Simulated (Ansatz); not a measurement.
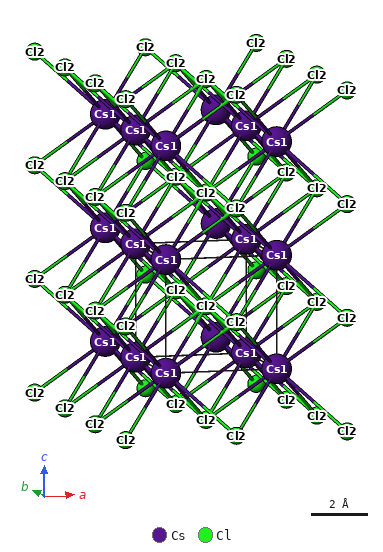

The starting point is a symmetric starting cell of CsCl. Style: ball-and-stick. Shown: the cell of the calculation, repeated 1 × 2 × 2 with one cell outlined, slightly off an axis.

Theory: DFT PBEsol, scalar-relativistic, plane waves, PAW (Ansatz). Set-up: plane-wave cutoff 420 eV; k-point mesh 6 × 6 × 6; occupations gaussian; smearing width 0.02 eV; no spin polarisation.

The variant: All lengths are scaled by +2.1 % (volume +6.5 %), the atoms keeping their fractional coordinates. No relaxation follows. The starting cell wasn't computed here and needn't be at equilibrium, so pressure and forces aren't due to the change alone.

> What is the effect?

The pressure is −1.4 GPa (not all of it need come from the change, since the unchanged cell can be under pressure at this level too). All forces vanish by symmetry. Some distances before and after: Cl–Cs 3.571 → 3.646 Å. The space group stays Pm-3m (No. 221).

Drawn alike, the variant:

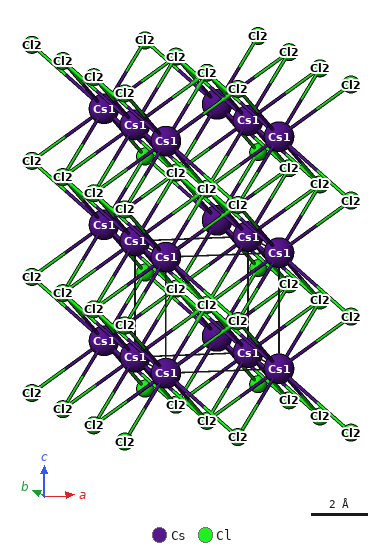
